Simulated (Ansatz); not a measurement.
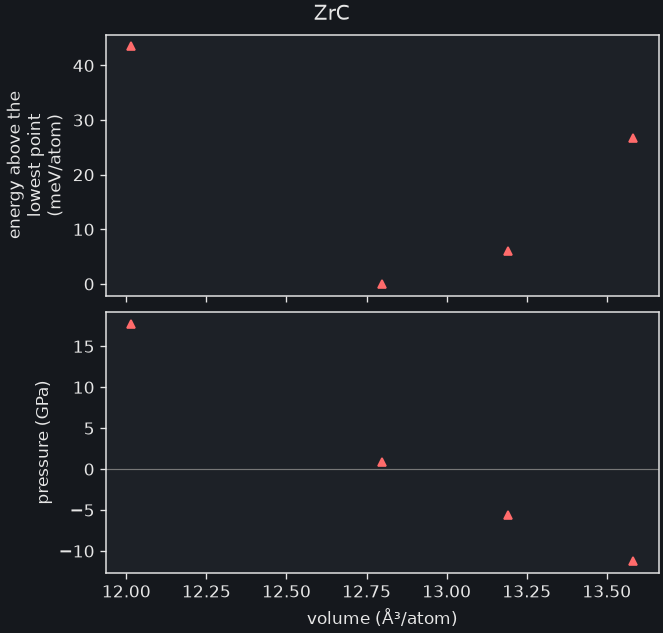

The plot gives the computed energy above the lowest point and pressure against volume for ZrC, space group Fm-3m (No. 225) (one of a set of cubic test structures, which need not be the stable phase).

Computed with Ansatz 0.2.0 development build: equation of state of a cubic crystal from periodic Kohn-Sham density functional theory without spin, third-order Birch-Murnaghan fit to the free energies; pressure corrected for the finite basis. Level: HSE06.

- structure type: rock salt
- atoms in cell: 2
- space group number: 225
- lattice centring: face-centred primitive
- k mesh: 4×4×4
- occupation method: Fermi–Dirac
- occupation width: 0.1 eV
- wave cutoff: 700 eV
- datasets: hard PAW
- density tolerance: 0 eV
- bands: 12
- density cutoff ratio: 4
- search for lower states: default
- exchange singularity: regularized

The point at volume 12.41 Å³/atom is left out of the plot. What does the calculation give there?

```csv
volume (Å³/atom),energy above the lowest point (meV/atom),pressure (GPa)
12.41,11.5,8.7
```

Keep in mind: coarse k-mesh, values are not converged in k; pseudopotentials made with PBE, not this functional.
